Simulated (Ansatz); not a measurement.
**Zr4Si5O16 (cell with a defect): density, localisation and related maps**

```
CELL_PARAMETERS angstrom
6.63550 0.00000 0.00000
0.00000 6.63550 0.00000
0.00000 0.00000 5.98900
ATOMIC_POSITIONS crystal
Zr 0.94948 0.48051 0.22599
Zr 0.02097 0.98598 0.98637
Si 0.52941 0.01085 0.23437
Si 0.02142 0.98651 0.48108
O 0.50575 0.32235 0.79722
O 0.69853 0.99753 0.04139
O 0.98248 0.16360 0.29700
O 0.34716 0.11798 0.07777
O 0.56153 0.17586 0.43315
O 0.20835 0.02064 0.65516
O 0.49507 0.81105 0.38127
O 0.26334 0.42725 0.29576
Zr 0.53205 0.01527 0.72172
Zr 0.49321 0.50218 0.50672
Si 0.97267 0.50135 0.75236
Si 0.40945 0.38742 0.05377
O 0.02401 0.79727 0.30506
O 0.19260 0.58087 0.66433
O 0.52627 0.71019 0.77869
O 0.82271 0.48982 0.54334
O 0.92078 0.66764 0.94325
O 0.62870 0.45578 0.17858
O 0.99031 0.30642 0.91480
O 0.84471 0.97264 0.66858
Si 0.30335 0.68623 0.91114
```

PAW files of the earlier set (soft_1).

These are results of DFT PBEsol, scalar-relativistic, plane waves, PAW in Ansatz, not measurements.

The density is the valence pseudo-density of a PAW calculation; it isn't the true density close to the nuclei.

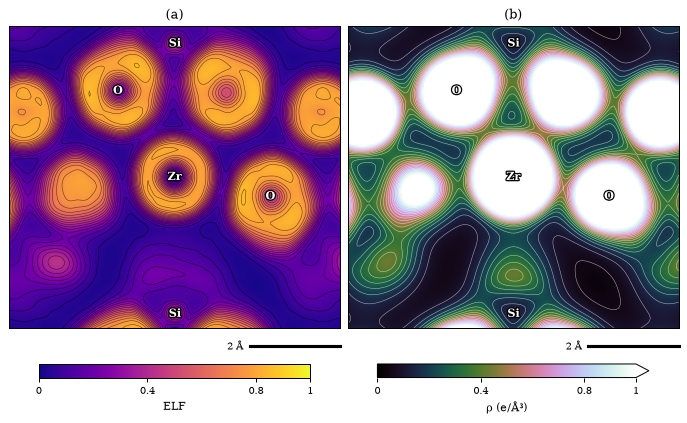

Figure 1. (a) ELF; (b) valence pseudo-density on the (100) plane of the calculation cell.

Question: Describe what can be read from this map.

Answer:
- The plane passes through Zr, Si and O nuclei.
- Atoms just off the plane (Zr, 0.5 Å away, O, 0.3 Å away and Si, 0.3 Å away) can leave unmarked features too.
- Between the atoms the lowest density in this plane is 0.03 e/Å³.
- The features right at Zr lie inside the PAW spheres, where the map follows smoothed inner orbitals and isn't to be read closely.

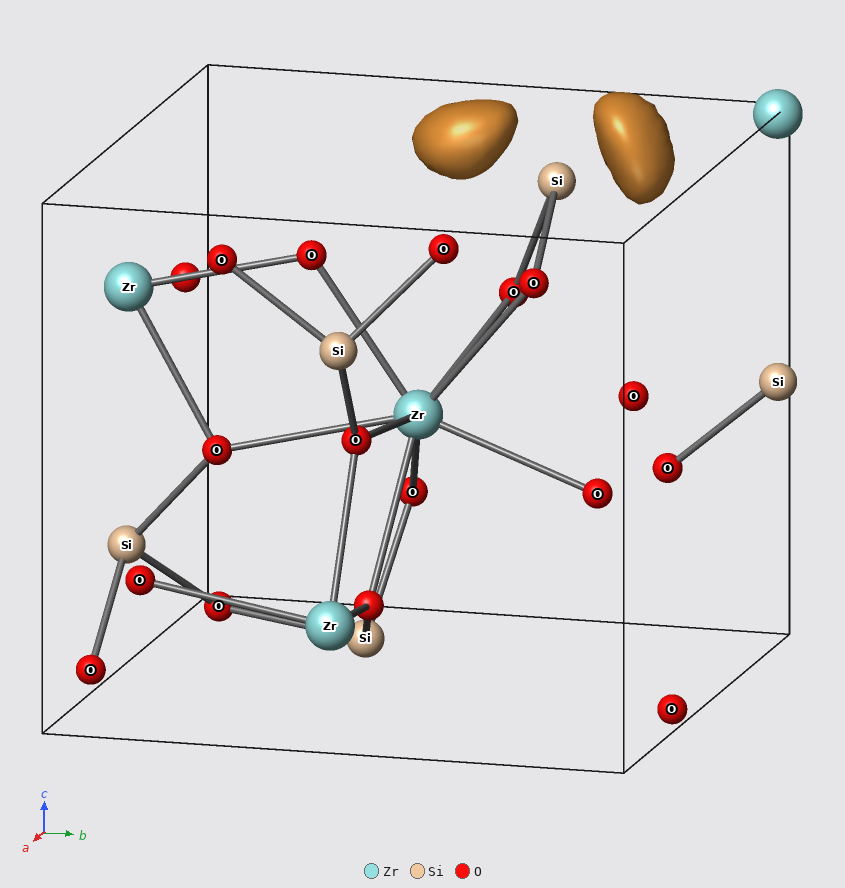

Figure 2. Isosurface of the electron localisation function at 0.9 (orange), seen slightly off an axis. Core shells and regions of very low density are left out. Sticks mark near contacts.

Question: What do the ELF domains correspond to?

Answer: The surface consists of one region between bonded Si–Si atoms (shared pairs) and one region wrapped around Si (its valence shell), counted in one cell of 25 atoms. Regions shared between cells count once.


Si–O (1.60 Å): the ELF peaks at about 0.85 between the atoms: a polar covalent bond. Zr–O (2.04 Å): the ELF peaks at about 0.85 in the valence shell of O, 0.6 Å from its nucleus, and drops to about 0.25 between the two atoms: no localised pair shows between them.

Question: Metal or insulator at this level of theory?

Answer: It is gapped, with a Kohn–Sham gap of 1.8 eV on the k-point mesh (the band edges may lie off the mesh, which would make the gap smaller).
